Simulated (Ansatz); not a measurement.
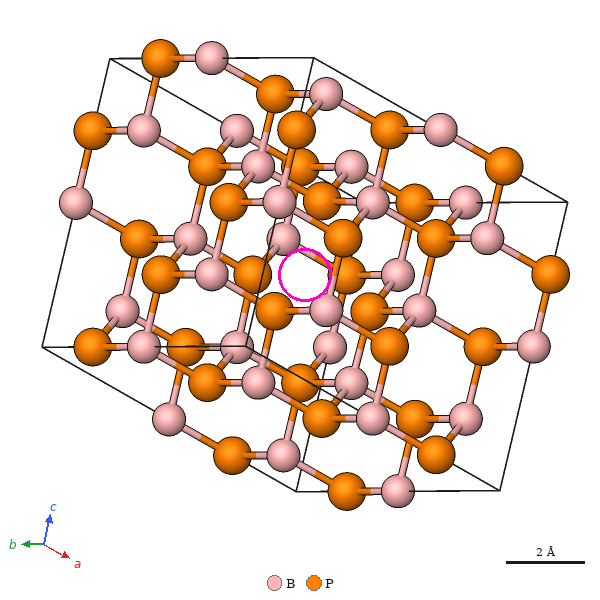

An orthographic ball-and-stick view of the structure, from a general direction. The edges of the supercell are marked. The host is BP, in a cell of 32 sites, and the cell is neutral. A ring marks the defect's site.

Describe the defect.

Answer. A boron vacancy. Around the empty site lie four P at about 2.0 Å.

Run with Ansatz 0.2.0, DFT PBE, scalar-relativistic, plane waves, PAW and these settings: a basis cut at 420 eV, a 2×2×2 k-point grid, Gaussian smearing of 0.01 eV, collinear spins.

Is there a net spin in the supercell?

Answer. Yes, 1.5 μB in the cell.

The atoms were relaxed in the host's cell with DFT PBE, scalar-relativistic, plane waves, PAW (Ansatz).
